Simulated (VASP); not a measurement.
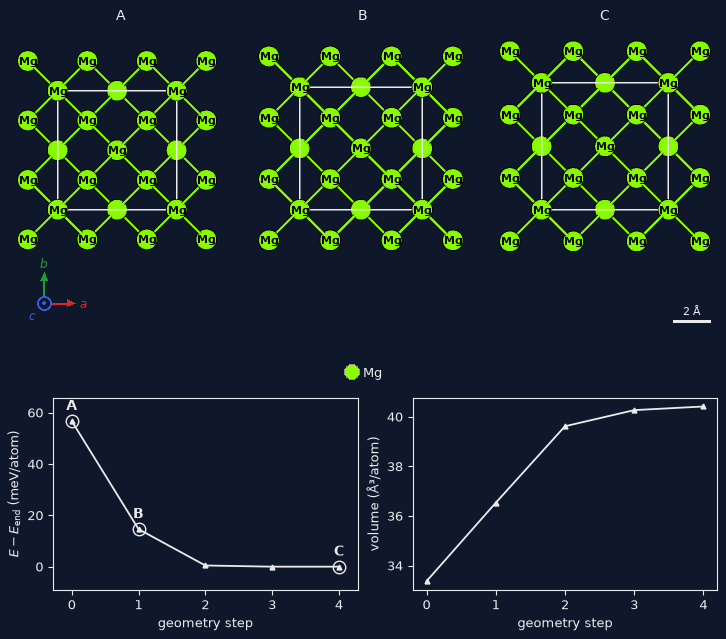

Frames of a relaxation of a crystal of Mg (a generated structure, set up in Fd-3m), marked on the history of the run. The picture is a ball-and-stick view of the conventional cell (4 times the calculation's cell), seen along the c axis. Lengths and directions refer to the drawn axes.

The run lets cell and atoms move.

Computed with VASP 6.6.1, Kohn-Sham DFT of a periodic cell, PBE, VASP PAW PBE potentials, recommended.

The input:
```
  PREC = Accurate
  ENCUT = 600
  EDIFF = 1E-7
  ISMEAR = -1
  SIGMA = 0.08
  LREAL = F
  LASPH = T
  NELM = 100
  ALGO = Fast
  ISIF = 3
  LWAVE = F
  LCHARG = F
  GGA = PE
  IBRION = 2
  NSW = 100
  EDIFFG = -0.005
```

Launched with:
```bash
cat potpaw_PBE.64/Mg/POTCAR > POTCAR
mpirun -np 1 vasp_std > vasp.out
```

Q: What happens along the run?

A: No atom moves by more than 0.005 Å relative to the cell. The volume changes by +21.1 %, with a = b = c 6.439 → 6.863 Å (+6.6 %). Near-neighbour distances that change, for instance: Mg–Mg 2.788 → 2.972 Å. The space group stays Fd-3m (No. 227). The energy falls by 56.7 meV per atom in 4 geometry steps. All forces vanish by symmetry, so only the cell relaxes. Pressure: 3.05 GPa at the start and −0.02 GPa at the end. The volume changes by over a tenth within one run on a fixed set of plane waves, so the end point should be relaxed again from the new cell. From step 0 to 1: volume +9.5 %, energy −42.1 meV per atom. From step 1 to 4: volume +10.6 %, energy −14.6 meV per atom.
